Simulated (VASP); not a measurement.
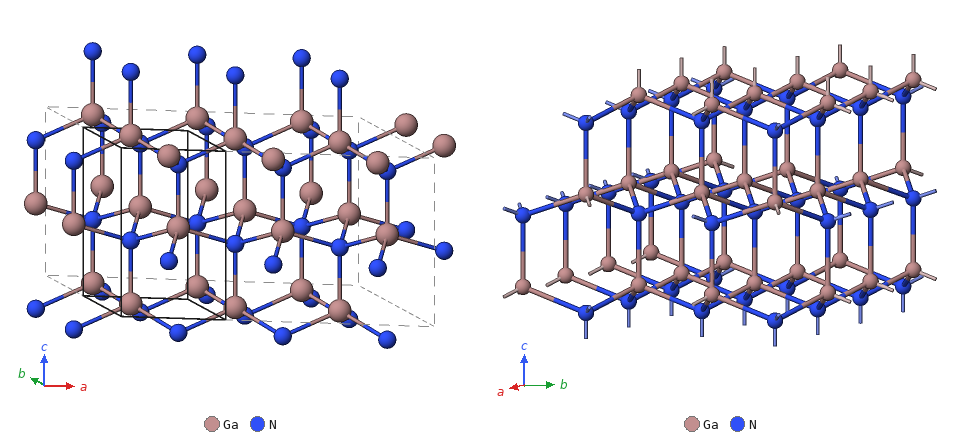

Left: the structure. Right: its underlying net. Nodes are coloured by element. Short stubs are edges that leave the cut-out.

GaN (space group P6_3mc, No. 186). Coordinates: the geometry relaxed with VASP Kohn-Sham DFT of a periodic cell, rSCAN, VASP PAW PBE potentials, recommended in VASP 6.6.1.

Bonds are taken as Ga–N below 2.2 Å; no other contact counts. Atoms with one bond or none are removed and atoms with two bonds are replaced by edges, until no such atom is left.

The result is a uninodal 4-connected, three-periodic net: Ga and N are 4-connected nodes. It is the lon net, known from lonsdaleite, wurtzite and tridymite. It is a single net, without interpenetration.

```json
{"node": "Ga and N", "links": "4", "point symbol": "6^6", "coordination sequence": "4 12 25 44"}
```
